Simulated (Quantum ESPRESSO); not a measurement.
# Band-structure run of GaN (part 2 of 2)

The same run, continued: GaN (F-43m, 2 atoms in the cell); Kohn-Sham DFT of a periodic cell, LDA, GBRV 1.5 LDA, no spin polarisation (Quantum ESPRESSO 7.5); cutoff 612.26 eV, 10×10×10 k-mesh, fermi-dirac of 0.05 eV. The structure derives from a Materials Project entry.

### The program's output, continued
```
          k =-0.2121-0.4950 0.4950 (   792 PWs)   bands (ev):

   -81.8556 -81.8554 -81.8551  -4.3883  -2.9320  -2.8700  -2.7561  -2.6617
    -1.2361   4.1439   7.7928   8.8107  16.0911  17.8952  20.5454  21.9386
    25.3627  30.4951  30.8364

          k =-0.1414-0.4243 0.4243 (   785 PWs)   bands (ev):

   -81.8555 -81.8551 -81.8550  -4.3823  -2.9373  -2.8761  -2.7253  -2.6862
    -1.1006   3.9587   7.4498   9.0458  16.5457  17.6977  20.5205  21.7326
    26.4395  28.8871  30.5319

          k =-0.0707-0.3536 0.3536 (   787 PWs)   bands (ev):

   -81.8555 -81.8550 -81.8550  -4.4373  -2.9391  -2.8943  -2.7201  -2.7169
    -1.6044   4.8361   7.4721   9.4316  16.6242  17.9319  19.9602  21.6317
    26.8923  27.5405  30.8695

          k = 0.0000-0.2828 0.2828 (   789 PWs)   bands (ev):

   -81.8554 -81.8549 -81.8548  -4.5758  -2.9467  -2.9313  -2.7357  -2.7249
    -2.2125   5.9976   8.0719   9.8398  15.8784  18.6681  19.7799  21.4960
    25.7390  27.5993  30.8032

          k = 0.4243 0.0000-0.0000 (   801 PWs)   bands (ev):

   -81.8557 -81.8553 -81.8553  -4.4951  -2.8866  -2.8452  -2.8452  -2.6620
    -2.1871   6.2791   8.5607   8.5607  14.8630  17.3644  21.4859  22.8252
    22.8252  32.2817  32.7707

          k = 0.4950 0.0707-0.0707 (   785 PWs)   bands (ev):

   -81.8555 -81.8551 -81.8550  -4.3936  -2.9058  -2.8108  -2.8102  -2.6518
    -1.6932   5.4105   7.9620   8.2917  14.8362  17.4334  21.0975  23.1439
    23.6564  32.6204  32.6702

          k =-0.1414-0.5657 0.5657 (   781 PWs)   bands (ev):

   -81.8554 -81.8552 -81.8550  -4.3405  -2.9145  -2.8002  -2.7922  -2.6549
    -1.1006   4.6409   7.0620   8.2766  15.2334  17.8998  20.9704  23.0303
    24.1097  32.1238  32.7833

          k =-0.0707-0.4950 0.4950 (   787 PWs)   bands (ev):

   -81.8555 -81.8552 -81.8552  -4.3295  -2.9225  -2.8093  -2.7685  -2.6804
    -0.8052   4.3810   6.3640   8.5185  15.8517  18.1636  20.9153  22.6698
    24.5792  29.9967  32.9330

          k =-0.0000-0.4243 0.4243 (   788 PWs)   bands (ev):

   -81.8555 -81.8552 -81.8552  -4.3590  -2.9310  -2.8408  -2.7416  -2.7103
    -1.0647   4.6223   6.4050   8.9497  16.6902  17.8402  20.3042  22.1969
    26.1046  28.0215  32.7167

          k = 0.5657-0.0000 0.0000 (   789 PWs)   bands (ev):

   -81.8555 -81.8553 -81.8553  -4.3426  -2.9326  -2.7633  -2.7633  -2.6425
    -1.3530   4.8990   7.9545   7.9545  14.0911  17.0670  21.6610  23.8055
    23.8055  32.4642  33.8781

          k =-0.0707-0.6364 0.6364 (   777 PWs)   bands (ev):

   -81.8554 -81.8552 -81.8549  -4.3145  -2.9372  -2.7562  -2.7477  -2.6431
    -0.9461   4.4610   7.3653   7.8793  14.2196  17.2626  21.7467  23.8989
    23.9611  32.5025  33.9694

          k = 0.0000-0.5657 0.5657 (   782 PWs)   bands (ev):

   -81.8555 -81.8553 -81.8550  -4.3084  -2.9232  -2.7753  -2.7616  -2.6619
    -0.7199   4.4513   6.4544   8.0858  14.9295  17.9153  21.6035  23.4638
    23.7158  31.8816  33.0466

          k =-0.7071 0.0000 0.0000 (   790 PWs)   bands (ev):

   -81.8556 -81.8554 -81.8554  -4.3075  -2.9524  -2.7306  -2.7306  -2.6351
    -0.8705   4.2477   7.7342   7.7342  13.7281  16.9314  21.9639  24.2293
    24.2293  32.1364  35.1053

          k = 0.2828 0.1414 0.0000 (   792 PWs)   bands (ev):

   -81.8553 -81.8548 -81.8547  -4.7507  -2.9599  -2.9435  -2.8020  -2.6978
    -2.5855   7.1035   8.9718   9.7799  15.0180  18.5417  20.6745  21.6239
    24.2252  28.6371  30.6341

          k = 0.3536 0.2121-0.0707 (   792 PWs)   bands (ev):

   -81.8556 -81.8551 -81.8548  -4.5406  -2.9395  -2.9140  -2.7716  -2.6851
    -2.1328   5.7275   8.3312   9.4615  15.8096  18.3029  20.0401  21.7875
    24.9601  28.8429  30.6180

          k =-0.2828-0.4243 0.5657 (   789 PWs)   bands (ev):

   -81.8556 -81.8552 -81.8550  -4.4259  -2.9374  -2.8961  -2.7392  -2.6752
    -1.4858   4.3731   8.0364   9.1190  16.2878  17.9522  20.2055  21.6842
    26.0208  29.0104  30.4760

          k =-0.2121-0.3536 0.4950 (   790 PWs)   bands (ev):

   -81.8557 -81.8552 -81.8551  -4.3940  -2.9392  -2.8915  -2.7187  -2.6750
    -1.1247   3.7558   7.9615   8.9705  16.4554  17.7225  20.4837  21.6157
    26.5391  29.0400  30.3206

          k = 0.4243 0.1414-0.0000 (   790 PWs)   bands (ev):

   -81.8555 -81.8551 -81.8549  -4.4719  -2.8937  -2.8820  -2.8140  -2.6661
    -2.0124   5.8708   8.1142   8.7693  15.4940  17.7169  20.4876  22.6213
    23.7802  31.0065  32.5295

          k =-0.2121-0.4950 0.6364 (   789 PWs)   bands (ev):

   -81.8556 -81.8551 -81.8551  -4.3789  -2.9053  -2.8613  -2.7788  -2.6654
    -1.4026   4.9173   7.4344   8.4181  15.9587  17.9405  20.1614  22.6109
    24.6156  30.7964  32.4117

          k =-0.1414-0.4243 0.5657 (   791 PWs)   bands (ev):

   -81.8556 -81.8554 -81.8552  -4.3438  -2.9202  -2.8460  -2.7523  -2.6775
    -0.9257   4.2659   6.9462   8.3432  16.4587  17.8986  20.4070  22.3588
    25.2296  29.6845  32.4937

          k =-0.0707-0.3536 0.4950 (   784 PWs)   bands (ev):

   -81.8555 -81.8552 -81.8549  -4.3548  -2.9248  -2.8528  -2.7416  -2.6954
    -1.0260   4.4334   6.7697   8.6114  17.0661  17.5459  20.1313  22.2616
    25.8355  28.6336  32.4165

          k = 0.0000-0.2828 0.4243 (   783 PWs)   bands (ev):

   -81.8555 -81.8550 -81.8548  -4.4173  -2.9252  -2.8800  -2.7604  -2.6930
    -1.5772   5.1240   7.2017   9.0646  16.8150  17.8080  19.6511  22.1544
    25.5165  28.9164  32.3059

          k =-0.1414-0.5657 0.7071 (   786 PWs)   bands (ev):

   -81.8556 -81.8552 -81.8551  -4.3384  -2.9145  -2.8134  -2.7577  -2.6518
    -1.2057   4.8438   7.5190   7.8322  14.8821  17.5658  21.1289  23.2046
    24.1945  32.5070  32.8974

          k =-0.0707-0.4950 0.6364 (   775 PWs)   bands (ev):

   -81.8553 -81.8551 -81.8549  -4.3128  -2.9107  -2.8219  -2.7408  -2.6672
    -0.7777   4.5435   6.6860   7.7400  15.4658  18.0713  21.1329  22.5640
    24.6308  31.1560  33.2274

          k =-0.0000-0.4243 0.5657 (   777 PWs)   bands (ev):

   -81.8553 -81.8551 -81.8550  -4.3169  -2.9136  -2.8275  -2.7401  -2.6921
    -0.7098   4.5690   6.1556   8.0711  16.2103  18.2742  20.7161  22.3437
    24.9733  29.5024  33.4940

          k =-0.7071 0.1414 0.0000 (   782 PWs)   bands (ev):

   -81.8554 -81.8553 -81.8552  -4.3053  -2.9319  -2.7794  -2.7283  -2.6500
    -0.7678   4.3680   7.3654   7.3988  14.5576  17.4933  21.8054  23.0975
    24.5267  32.6937  33.0178

          k =-0.1414-0.4243 0.7071 (   776 PWs)   bands (ev):

   -81.8553 -81.8549 -81.8549  -4.3282  -2.8963  -2.8623  -2.7380  -2.6850
    -0.9055   4.6861   6.6916   7.8162  16.4804  18.2301  20.0060  22.4429
    25.1850  29.6992  33.3983

          k =-0.0707-0.3536 0.6364 (   778 PWs)   bands (ev):

   -81.8553 -81.8551 -81.8551  -4.3117  -2.9003  -2.8525  -2.7213  -2.6974
    -0.6734   4.5796   6.4441   7.5145  16.6837  18.3710  20.2978  21.9954
    25.4177  29.3221  33.7055

          k =-0.7071 0.2828 0.0000 (   772 PWs)   bands (ev):

   -81.8552 -81.8550 -81.8549  -4.3016  -2.8942  -2.8510  -2.7172  -2.6862
    -0.6044   4.6183   6.8343   6.8566  16.1975  18.4908  21.0728  21.4546
    25.3076  30.0864  33.6410

     the Fermi energy is    11.3853 ev

!    total energy              =    -435.21437884 Ry
     estimated scf accuracy    <          4.1E-11 Ry
     smearing contrib. (-TS)   =      -0.00000000 Ry
     internal energy E=F+TS    =    -435.21437884 Ry

     The total energy is F=E-TS. E is the sum of the following terms:
     one-electron contribution =    -337.29129809 Ry
     hartree contribution      =     180.95875338 Ry
     xc contribution           =     -53.20083614 Ry
     ewald contribution        =    -225.68099799 Ry

     convergence has been achieved in  10 iterations

     Forces acting on atoms (cartesian axes, Ry/au):

     atom    1 type  1   force =     0.00000000   -0.00000000    0.00000000
     atom    2 type  2   force =     0.00000000    0.00000000   -0.00000000

     Total force =     0.000000     Total SCF correction =     0.000000

     Computing stress (Cartesian axis) and pressure

          total   stress  (Ry/bohr**3)                   (kbar)     P=      -64.11
  -0.00043583  -0.00000000  -0.00000000          -64.11       -0.00       -0.00
  -0.00000000  -0.00043583   0.00000000           -0.00      -64.11        0.00
  -0.00000000   0.00000000  -0.00043583           -0.00        0.00      -64.11

=------------------------------------------------------------------------------=
   JOB DONE.
=------------------------------------------------------------------------------=
```

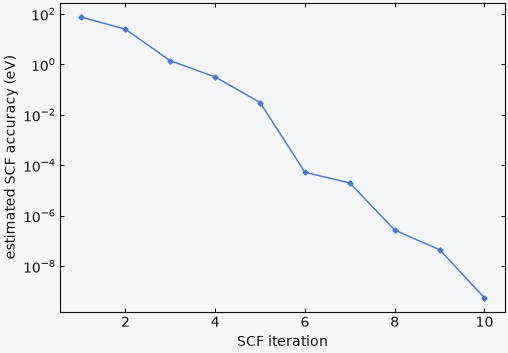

Convergence of the self-consistent field: estimated SCF accuracy against the iteration. The field takes 10 iterations in all.

This output came from the following input.

### Input file
```
&CONTROL
  calculation = 'scf'
  prefix = 'pwscf'
  outdir = './tmp'
  pseudo_dir = './pseudo'
  tprnfor = .true.
  tstress = .true.
  disk_io = 'low'
/
&SYSTEM
  ibrav = 0
  nat = 2
  ntyp = 2
  ecutwfc = 45
  ecutrho = 360
  nbnd = 19
  occupations = 'smearing'
  smearing = 'fd'
  degauss = 0.00367493
/
&ELECTRONS
  conv_thr = 4d-10
  electron_maxstep = 120
  mixing_beta = 0.5
/
ATOMIC_SPECIES
Ga    69.7230 ga_lda_v1.4.uspp.F.UPF
N     14.0070 n_lda_v1.2.uspp.F.UPF
CELL_PARAMETERS angstrom
   0.0000000000    2.2535006075    2.2535006075
   2.2535006075    0.0000000000    2.2535006075
   2.2535006075    2.2535006075    0.0000000000
ATOMIC_POSITIONS crystal
Ga     0.0000000000    0.0000000000    0.0000000000
N      0.2500000000    0.2500000000    0.2500000000
K_POINTS automatic
10 10 10 0 0 0
```

### File bands.in
```
&CONTROL
  calculation = 'bands'
  prefix = 'pwscf'
  outdir = './tmp'
  pseudo_dir = './pseudo'
  disk_io = 'low'
  verbosity = 'high'
/
&SYSTEM
  ibrav = 0
  nat = 2
  ntyp = 2
  ecutwfc = 45
  ecutrho = 360
  nbnd = 19
  occupations = 'smearing'
  smearing = 'fd'
  degauss = 0.00367493
/
&ELECTRONS
  conv_thr = 1d-08
  electron_maxstep = 120
  mixing_beta = 0.5
  diago_full_acc = .true.
/
ATOMIC_SPECIES
Ga    69.7230 ga_lda_v1.4.uspp.F.UPF
N     14.0070 n_lda_v1.2.uspp.F.UPF
CELL_PARAMETERS angstrom
   0.0000000000    2.2535006075    2.2535006075
   2.2535006075    0.0000000000    2.2535006075
   2.2535006075    2.2535006075    0.0000000000
ATOMIC_POSITIONS crystal
Ga     0.0000000000    0.0000000000    0.0000000000
N      0.2500000000    0.2500000000    0.2500000000
K_POINTS crystal
60
 0.0000000000  0.0000000000  0.0000000000 1
 0.0625000000  0.0000000000  0.0625000000 1
 0.1250000000  0.0000000000  0.1250000000 1
 0.1875000000  0.0000000000  0.1875000000 1
 0.2500000000  0.0000000000  0.2500000000 1
 0.3125000000  0.0000000000  0.3125000000 1
 0.3750000000  0.0000000000  0.3750000000 1
 0.4375000000  0.0000000000  0.4375000000 1
 0.5000000000  0.0000000000  0.5000000000 1
 0.5000000000  0.0625000000  0.5625000000 1
 0.5000000000  0.1250000000  0.6250000000 1
 0.5000000000  0.1875000000  0.6875000000 1
 0.5000000000  0.2500000000  0.7500000000 1
 0.4375000000  0.3125000000  0.7500000000 1
 0.3750000000  0.3750000000  0.7500000000 1
 0.3375000000  0.3375000000  0.6750000000 1
 0.3000000000  0.3000000000  0.6000000000 1
 0.2625000000  0.2625000000  0.5250000000 1
 0.2250000000  0.2250000000  0.4500000000 1
 0.1875000000  0.1875000000  0.3750000000 1
 0.1500000000  0.1500000000  0.3000000000 1
 0.1125000000  0.1125000000  0.2250000000 1
 0.0750000000  0.0750000000  0.1500000000 1
 0.0375000000  0.0375000000  0.0750000000 1
 0.0000000000  0.0000000000  0.0000000000 1
 0.0625000000  0.0625000000  0.0625000000 1
 0.1250000000  0.1250000000  0.1250000000 1
 0.1875000000  0.1875000000  0.1875000000 1
 0.2500000000  0.2500000000  0.2500000000 1
 0.3125000000  0.3125000000  0.3125000000 1
 0.3750000000  0.3750000000  0.3750000000 1
 0.4375000000  0.4375000000  0.4375000000 1
 0.5000000000  0.5000000000  0.5000000000 1
 0.5250000000  0.4500000000  0.5250000000 1
 0.5500000000  0.4000000000  0.5500000000 1
 0.5750000000  0.3500000000  0.5750000000 1
 0.6000000000  0.3000000000  0.6000000000 1
 0.6250000000  0.2500000000  0.6250000000 1
 0.5833333333  0.2500000000  0.6666666667 1
 0.5416666667  0.2500000000  0.7083333333 1
 0.5000000000  0.2500000000  0.7500000000 1
 0.5000000000  0.2857142857  0.7142857143 1
 0.5000000000  0.3214285714  0.6785714286 1
 0.5000000000  0.3571428571  0.6428571429 1
 0.5000000000  0.3928571429  0.6071428571 1
 0.5000000000  0.4285714286  0.5714285714 1
 0.5000000000  0.4642857143  0.5357142857 1
 0.5000000000  0.5000000000  0.5000000000 1
 0.4821428571  0.4821428571  0.5357142857 1
 0.4642857143  0.4642857143  0.5714285714 1
 0.4464285714  0.4464285714  0.6071428571 1
 0.4285714286  0.4285714286  0.6428571429 1
 0.4107142857  0.4107142857  0.6785714286 1
 0.3928571429  0.3928571429  0.7142857143 1
 0.3750000000  0.3750000000  0.7500000000 1
 0.6250000000  0.2500000000  0.6250000000 1
 0.5937500000  0.1875000000  0.5937500000 1
 0.5625000000  0.1250000000  0.5625000000 1
 0.5312500000  0.0625000000  0.5312500000 1
 0.5000000000  0.0000000000  0.5000000000 1
```

Launch command:
```bash
OMP_NUM_THREADS=1 pw.x -in pw.in > pw.out
OMP_NUM_THREADS=1 pw.x -in bands.in > bands.out
```

### Results in brief

- outcome: converged
- space group (tolerance 0.01 Å): F-43m (216)
- electrons treated: 24
- free energy: −5921.3933 eV
- Fermi energy of the self-consistent step: 11.385 eV
- gap on the k-point mesh: 1.74 eV
- gap on the band path: 1.74 eV
- pressure: −6.41 GPa
- largest force (length of the vector): under 0.001 eV/Å
- hardware: 1 thread of AMD EPYC (Zen 3), 24 GiB of memory available, shared host
- wall time: 18 s
- peak memory: 0.11 GiB

### Remarks

The cell is under a tension of 6.4 GPa at this level, so it is not at its equilibrium volume.
